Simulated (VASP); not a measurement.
P

```yaml
crystal:
  lattice:
    - [5.51338, 0.00000, 0.00000]
    - [0.00000, 5.51338, 0.00000]
    - [0.00000, 0.00000, 5.51338]
  atoms:
    - { symbol: P, position: [0.50000, 0.00000, 0.00000] }
    - { symbol: P, position: [0.00000, 0.50000, 0.00000] }
    - { symbol: P, position: [0.00000, 0.00000, 0.50000] }
    - { symbol: P, position: [0.50000, 0.50000, 0.50000] }
    - { symbol: P, position: [0.75000, 0.25000, 0.25000] }
    - { symbol: P, position: [0.25000, 0.75000, 0.25000] }
    - { symbol: P, position: [0.25000, 0.25000, 0.75000] }
    - { symbol: P, position: [0.75000, 0.75000, 0.75000] }
```

Space group Fd-3m; a generated structure, not necessarily the stable one.

Level of theory: VASP 6.6.1, Kohn-Sham DFT of a periodic cell, PBE, VASP PAW PBE potentials, recommended.

What will maps of the valence pseudo-density and electron localisation function show?

Answer. P–P (2.39 Å): ρ is about 0.55 e/Å³ halfway; the ELF peaks at about 0.85 between the atoms; a shared electron pair.

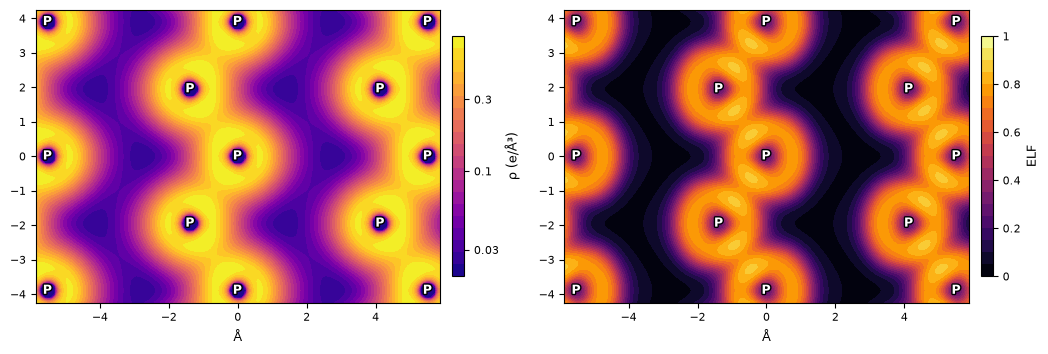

Computed valence pseudo-density and electron localisation function on the (110) plane of the conventional cell, in this order. 

Core electrons are frozen (PAW), and the valence fields are smoothed inside the atomic spheres.
